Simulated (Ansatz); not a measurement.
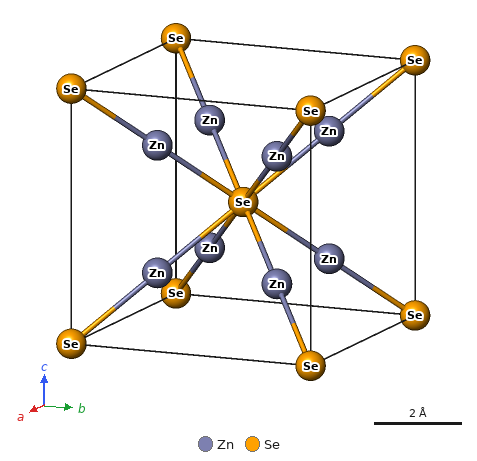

The figure gives a ball-and-stick picture of the atoms, viewed slightly off an axis. The frame is the conventional unit cell; atoms at its boundary are shown with their periodic copies. Cell: a = 6.04 Å, b = 6.04 Å, c = 6.04 Å, α = 90.00°, β = 90.00°, γ = 90.00°.

The initial geometry was a structure type filled with these elements by a generator (whether the compound takes this form wasn't checked). Earlier steps of the study may have refined or changed the cell and positions. It was run through Ansatz as a DFT input.

### In words:

Chemical formula Zn4Se. Space group Im-3m (No. 229), lattice body-centred cubic. It has 10 atoms to the cell (8 Zn, 2 Se). The neighbours of Zn are two Se in a linear arrangement at about 2.6 Å. Each Se atom is coordinated by eight Zn in a cubic arrangement at about 2.6 Å. The bonds build a three-dimensional framework.

Computational set-up: DFT PBE, scalar-relativistic, plane waves, PAW (Ansatz 0.2.0), an energy cutoff of 420 eV, k-points about 0.15 Å⁻¹ apart, Gaussian smearing of 0.1 eV, no spin polarisation.

### What is the electronic character?

A metal: bands cross the Fermi level.

### What are the atomic charges by Bader's partition?

Zn +0.17 e; Se -0.68 e.

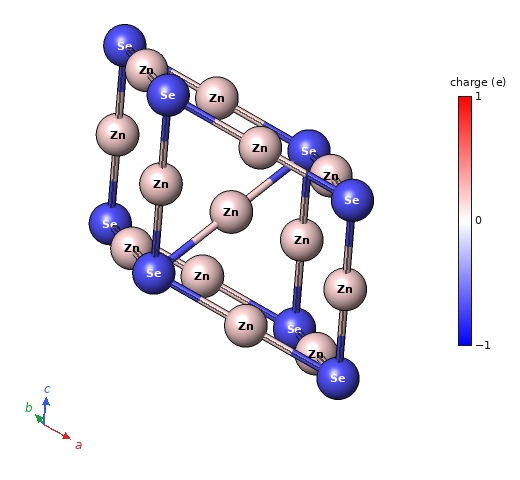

The atoms coloured by those charges. The run's cell of 5 atoms is drawn, so axes and origin can differ from the first picture.

### Has the structure come to rest?

Yes. All forces vanish to within 0.01 eV/Å. The pressure is 0.0 GPa, close to zero.
